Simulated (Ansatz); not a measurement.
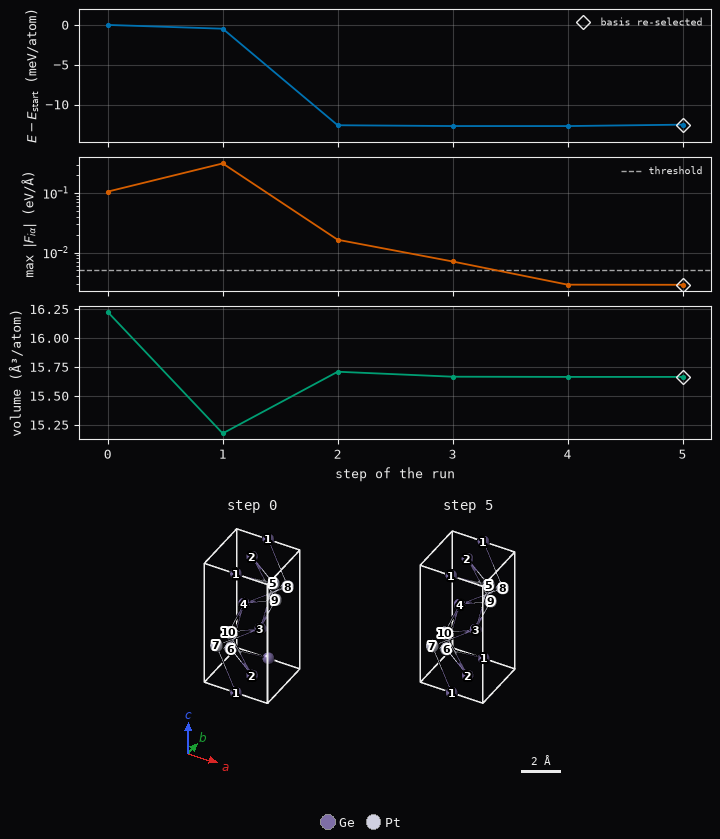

First and last geometry of a relaxation of crystalline Ge₂Pt₃ (set up in P2_1/m), with the history of the run. Style: ball-and-stick. Shown: the cell of the calculation, slightly off an axis.

Method: DFT LDA, scalar-relativistic, plane waves, PAW (Ansatz). Set-up: plane-wave cutoff 420 eV; k-point mesh 10 × 6 × 6; occupations gaussian; smearing width 0.1 eV; no spin polarisation; cell and atoms relaxed; force threshold 0.005 eV/Å; at most 80 steps.

Read the history and describe the run.

Answer. It converged. The energy falls by 12.5 meV per atom in 4 accepted moves (5 points after the start). The largest force component goes from 0.11 to 0.0029 eV/Å. Pressure: −6.74 GPa at the start and 0.01 GPa at the end. The SCF was repeated once at an unchanged geometry on a basis and grid sized afresh for the cell, which shifted the energy by 0.2 meV per atom at most. The largest moves relative to the cell, 0.010 Å, are those of Pt5 and Pt6. Pt6 goes roughly along −c. Largest moves by element: Pt 0.010 Å, Ge 0.003 Å. The drawn cell changes as follows: a 3.494 → 3.458 Å (−1.0 %), b 7.585 → 7.531 Å (−0.7 %), c 6.364 → 6.257 Å (−1.7 %), β 105.8° → 106.0°; the volume changes by −3.5 %. Near-neighbour distances that change, for instance: Ge1–Pt7 2.666 → 2.631 Å, Ge3–Pt10 2.559 → 2.529 Å, Ge1–Pt5 2.613 → 2.589 Å. Within 0.06 Å the space group is Cmcm at the start and Cmcm at the end; at a tighter tolerance small leftover displacements or strains of the cell lower it. The run took 2.2 min on 4 threads of Oxide Virtual Turin-like Processor (Zen 5), on a shared host, peak memory 1.7 GiB.

| step | E − E(0), meV/atom | largest force component, eV/Å | pressure, GPa | volume, Å³/atom | note |
| --- | --- | --- | --- | --- | --- |
| 0 | 0.00 | 0.1054 | -6.74 | 16.225 |  |
| 1 | -0.47 | 0.3138 | 7.60 | 15.176 |  |
| 2 | -12.60 | 0.0164 | -0.56 | 15.709 |  |
| 3 | -12.70 | 0.0071 | -0.01 | 15.666 |  |
| 4 | -12.71 | 0.0029 | 0.00 | 15.664 |  |
| 5 | -12.53 | 0.0029 | 0.01 | 15.664 | same geometry, new basis |
